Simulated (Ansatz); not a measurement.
```
Mo
1.0
     5.47404    0.00000    0.00000
    -1.82468    5.16098    0.00000
     0.00000    0.00000   20.46954
Mo
12
Direct
  0.25000 0.25000 0.39082
  0.25000 0.75000 0.39082
  0.75000 0.25000 0.39082
  0.75000 0.75000 0.39082
  0.50000 0.50000 0.49548
  0.50000 0.00000 0.49548
  0.00000 0.50000 0.49548
  0.00000 0.00000 0.49548
  0.75000 0.75000 0.60013
  0.75000 0.25000 0.60013
  0.25000 0.75000 0.60013
  0.25000 0.25000 0.60013
```

Computed without spin polarisation.

Method: Ansatz 0.2.0, DFT PBE, scalar-relativistic, plane waves, PAW.

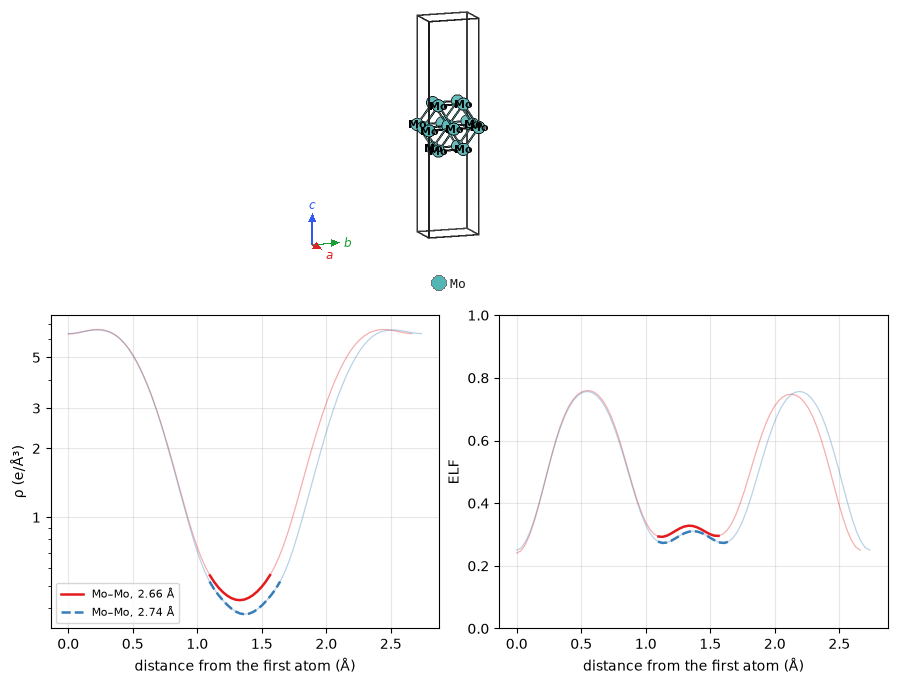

Mo (slab). Valence charge density (pseudo) and electron localisation function along straight lines between neighbouring atoms. Thin, pale parts lie inside the atomic spheres. The structure is drawn too.

In a PAW calculation such maps are meaningful between the atoms, not at the nuclei.

Compare the contacts.

Answer. Mo–Mo (2.66 Å): ρ is about 0.43 e/Å³ halfway; the ELF is about 0.35 at the midpoint.
Mo–Mo (2.74 Å): ρ at the midpoint is about 0.38 e/Å³; the ELF is about 0.30 at the midpoint.
